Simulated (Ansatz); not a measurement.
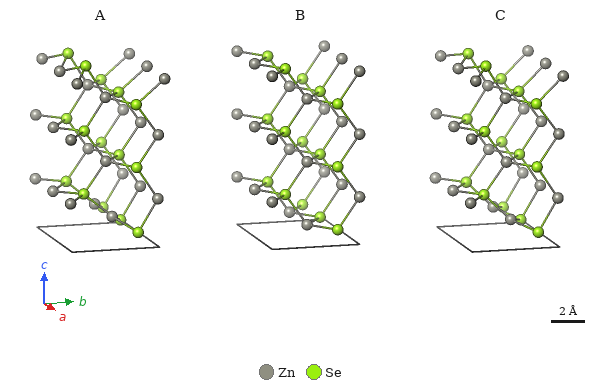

3 geometries from one relaxation of a slab of composition ZnSe (cut from the F-43m phase), in shuffled order. The picture is a ball-and-stick view of the 2 × 1 repeat of the cell, outlined in the plane, without the vacuum, seen slightly off an axis.

Case: (1 1 0) slab, atoms relaxed. The slab is the (1 1 0) face of ZnSe.

These are results of DFT LDA, scalar-relativistic, plane waves, PAW in Ansatz 0.2.0, not measurements. Set-up: plane-wave cutoff 420 eV; k-point mesh 7 × 5 × 1; occupations gaussian; smearing width 0.05 eV; no spin polarisation; dipole correction; atoms relaxed in a fixed cell; force threshold 0.02 eV/Å; at most 60 steps.

Put them in the order of the run, from the start to the converged end.

B, C, A. They are steps 0, 2, 4, at +1.035 eV per cell of the calculation, +90.4 meV per cell of the calculation relative to the last. Over 4 geometry steps the energy falls by 1.035 eV per cell of the calculation. Largest force component: 1.1 eV/Å at the start, 0.011 eV/Å at the end. The largest moves relative to the layer's centre, 0.59 Å, are those of Zn atoms. Largest moves by element: Zn 0.59 Å, Se 0.18 Å. The cell stays as it was. Near-neighbour distances that change, for instance: Se–Zn 2.411 → 2.351 Å, Se–Zn 2.411 → 2.444 Å, Se–Zn 2.411 → 2.395 Å, Se–Zn 2.411 → 2.421 Å. Among the angles between lasting bonds that change: Zn–Se–Zn 109.5° → 90.2°, Zn–Se–Zn 109.5° → 94.4°, Se–Zn–Se 109.5° → 122.7°. Cost: 2.5 min on 4 threads of Arm Neoverse V2, on a shared host, peak memory 1.6 GiB.
